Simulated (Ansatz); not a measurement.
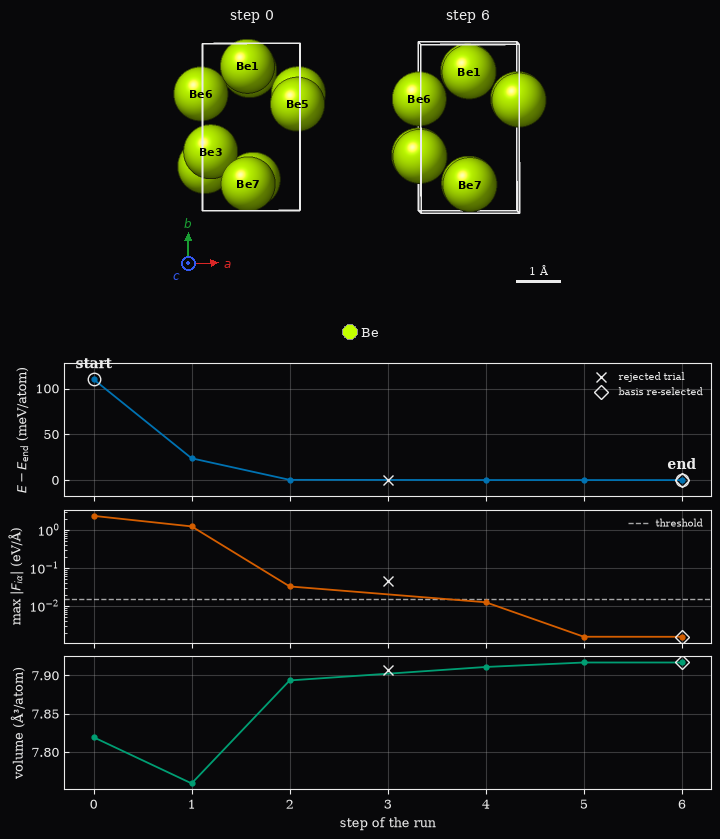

First and last geometry of a relaxation of crystalline Be (built on the database_194 type) (coarse preliminary run), with the history of the run. The picture is a spheres-only view of the cell of the calculation, seen along the c axis.

The calculation used Ansatz, DFT PBE, scalar-relativistic, plane waves, PAW. Settings: plane-wave cutoff 420 eV; k-point mesh 10 × 6 × 4; occupations gaussian; smearing width 0.1 eV; no spin polarisation; cell and atoms relaxed; force threshold 0.015 eV/Å; at most 120 steps.

> Read the history and describe the run.

It converged. The energy falls by 110 meV per atom in 4 accepted moves (6 points after the start). The largest force component goes from 2.4 to 0.0015 eV/Å. The pressure goes from 5.14 to 0.02 GPa. The line search rejected the trial step at point 3 of the run. The SCF was repeated once at an unchanged geometry on a basis and grid sized afresh for the cell, which shifted the energy by less than 0.05 meV per atom at most. The atom that moves furthest relative to the cell is a Be atom (0.29 Å roughly along [−1 3 1]). Cell: a 2.259 → 2.282 Å (+1.0 %), b 3.876 → 3.914 Å (+1.0 %), c 7.147 → 7.091 Å (−0.8 %), α 89.0° → 90.0°, β 91.0° → 90.0°, γ 89.8° → 90.0°. Volume +1.2 %. Among the contacts that change: Be–Be 2.552 → 2.208 Å, Be–Be 1.955 → 2.265 Å, Be–Be 2.543 → 2.265 Å, Be–Be 1.991 → 2.203 Å. The space group (tolerance 0.01 Å) goes from P1 (No. 1) to Cmcm (No. 63).
